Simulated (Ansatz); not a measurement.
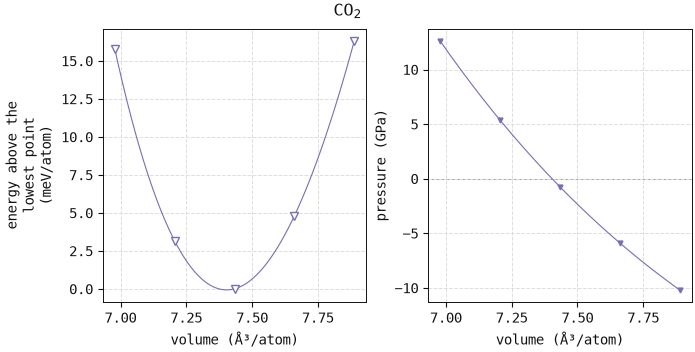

The plot gives the computed energy above the lowest point and pressure against volume for CO₂, space group Fm-3m (No. 225) (one of a set of cubic test structures, which need not be the stable phase).

How it was computed, with Ansatz 0.2.0 development build: equation of state of a cubic crystal from periodic Kohn-Sham density functional theory without spin, third-order Birch-Murnaghan fit to the free energies; pressure corrected for the finite basis. Level: r2SCAN.

- structure type: fluorite
- atoms in cell: 3
- space group number: 225
- lattice centring: face-centred primitive
- k mesh: 13×13×13
- occupation method: Fermi–Dirac
- occupation width: 0.1 eV
- wave cutoff: 1050 eV
- datasets: hand-made PAW
- density tolerance: 1e−09 eV
- bands: 12
- density cutoff ratio: 5
- search for lower states: default
- xc grid level: 2

What equilibrium volume and bulk modulus follow from the curve?

A third-order Birch–Murnaghan fit gives V0 = 7.40 Å³/atom, B0 = 186 GPa and B′ = 4.6.

How does the pressure vary with volume?

It falls from 12.6 GPa at volume 6.9781 Å³/atom to −10.2 GPa at 7.8883 Å³/atom, and changes sign near 7.41 Å³/atom.

Note: cubic model structure, not the ambient form.

The computed values:

```tsv
volume (Å³/atom)	energy above the lowest point (meV/atom)	pressure (GPa)
6.9781	15.8	12.6
7.2056	3.2	5.4
7.4332	0.0	-0.7
7.6607	4.8	-5.9
7.8883	16.3	-10.2
```
